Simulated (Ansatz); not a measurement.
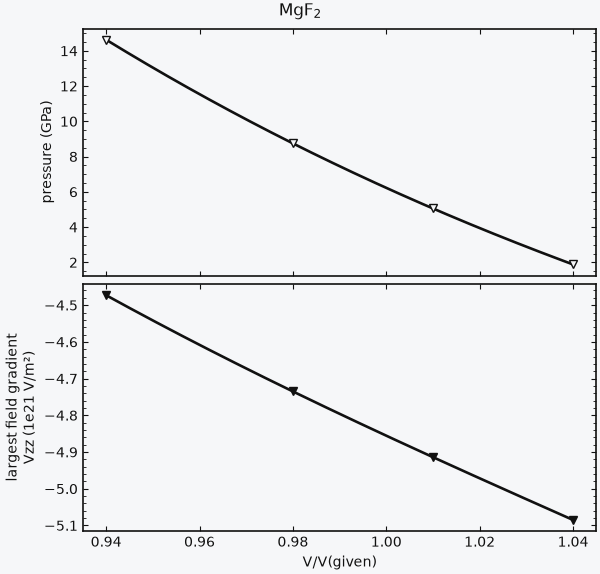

Plotted: pressure and largest field gradient Vzz against V/V(given) for MgF₂, space group P4_2/mnm (No. 136).

Starting cell:
```xyz
6
Lattice="4.6213 0.0000 0.0000 0.0000 4.6213 0.0000 0.0000 0.0000 3.0159" Properties=species:S:1:pos:R:3 pbc="T T T"
Mg    0.0000    0.0000    0.0000
Mg    2.3106    2.3106    1.5079
F     1.3993    1.3993    0.0000
F     0.9113    3.7100    1.5079
F     3.2220    3.2220    0.0000
F     3.7100    0.9113    1.5079
```

Calculation (Ansatz 0.2.0): periodic Kohn-Sham DFT of a crystal at fixed atoms, scaled to the stated factor times the given cell; pressure positive in compression. Level: PBE.

| setting | value |
| --- | --- |
| method | frozen-core PAW |
| relativity | scalar |
| k mesh | 5×5×7 |
| occupations | Fermi–Dirac |
| smearing width | 0.02 eV |
| wave cutoff | 420 eV |
| PAW set | soft_2 |

V(given) is 10.73 Å³/atom.

### What does the pressure do across the range?

It falls from 14.6 GPa at V/V(given) 0.94 to 1.9 GPa at 1.04.

### Read off the course of the largest field gradient Vzz.

It falls from −4.473 1e21 V/m² at V/V(given) 0.94 to −5.085 1e21 V/m² at 1.04.

Note: the volumes run don't bracket the minimum of the energy, so any equilibrium value is extrapolated; shape and atomic fractions are frozen while scaling, which makes layered, chain and framework solids too stiff.
